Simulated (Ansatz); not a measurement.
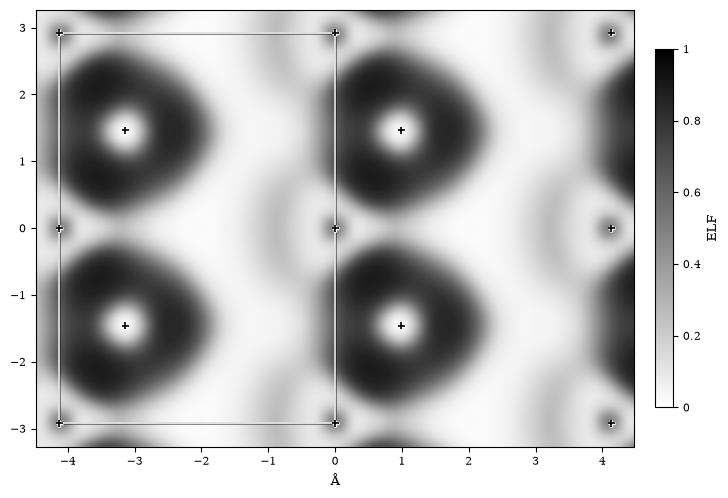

The ELF on a plane through atoms (crosses mark nuclei in the plane).

Level of theory: Kohn-Sham DFT of a periodic cell, PBE, Ansatz PAW in Ansatz.

Candidates:
A. Cl, a = 7.91 Å, b = 4.30 Å, c = 8.34 Å, α = 90.00°, β = 90.00°, γ = 90.00°. Space group Cmce.
B. Si3N4, a = 4.13 Å, b = 4.13 Å, c = 4.13 Å, α = 90.00°, β = 90.00°, γ = 90.00°. Space group P-43m; a generated structure, not necessarily the stable one.
C. As, a = 3.81 Å, b = 3.81 Å, c = 10.68 Å, α = 90.00°, β = 90.00°, γ = 120.00°. Space group R-3m.

Which candidate gave the map?

Candidate B: Si3N4 on the (101̄) plane of the conventional cell, which holds Si and N. Si–N (1.77 Å): the ELF peaks at about 0.90 between the atoms; a shared but strongly polarised pair.
